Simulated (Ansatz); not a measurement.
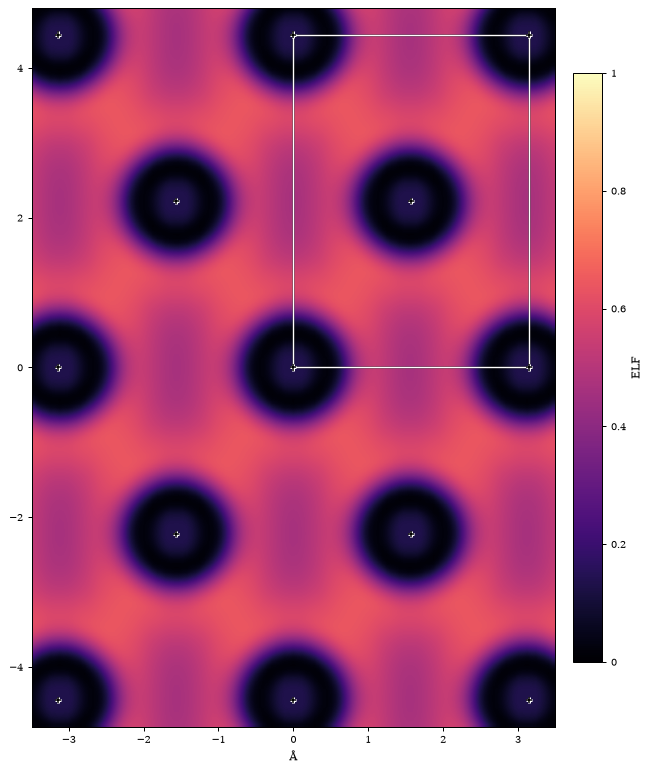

The electron localisation function on a plane through atoms (crosses mark nuclei in the plane).

Theory: Ansatz 0.2.0, DFT r2SCAN, scalar-relativistic, plane waves, PAW.

Candidates:
A. Al, a = 3.14 Å, b = 3.14 Å, c = 3.14 Å, α = 90.00°, β = 90.00°, γ = 90.00°. Space group Im-3m; a structure from a database of computed crystals, not necessarily the ambient phase; changed on purpose from its base cell (functional r2SCAN, strained and moved within the space group); computed pressure about 4 GPa in this cell; computed without spin polarisation.
B. ZnS, a = 5.37 Å, b = 5.37 Å, c = 5.37 Å, α = 90.00°, β = 90.00°, γ = 90.00°. Space group F-43m; changed on purpose from its base cell (functional r2SCAN, strained and moved within the space group).

**Which candidate gave the map?**

Candidate A: Al on the (110) plane of the conventional cell, which holds Al. Al–Al (2.72 Å): the ELF peaks at about 0.65 between the atoms.
